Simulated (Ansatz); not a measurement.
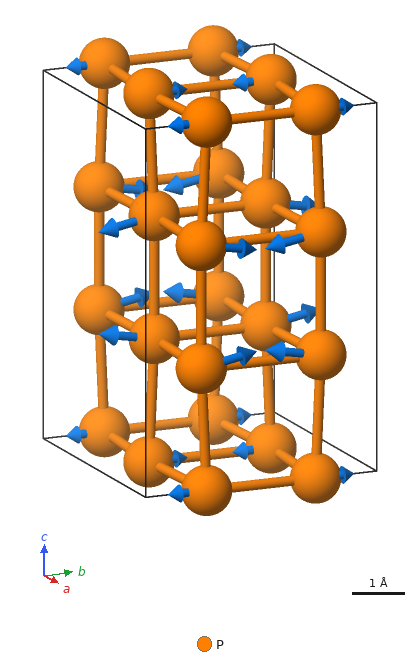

One vibrational mode of crystalline P (a generated structure) at the zone centre. The blue arrows are the displacements of the atoms (eigenvector over the root of the mass), of arbitrary overall length and sign. Style: ball-and-stick. Shown: the conventional cell (2 times the calculation's cell), slightly off an axis. Lengths and directions refer to the drawn axes.

All numbers below come from Ansatz, DFT PBE, scalar-relativistic, plane waves, PAW. Settings: plane-wave cutoff 420 eV; k-point mesh 10 × 10 × 6; occupations fermi dirac; smearing width 0.15 eV; no spin polarisation.

The frequencies depend somewhat on the k-mesh and the smearing.

Describe the mode and give its frequency.

Answer. This is the A_g mode at 178 cm⁻¹, optical level 8 of 15, counted from below (2 lower levels are imaginary, so the structure is unstable), Raman-active by symmetry. Atoms of one kind move against one another, with no net shift of any sublattice; it stretches the P–P bonds (2.37 Å).
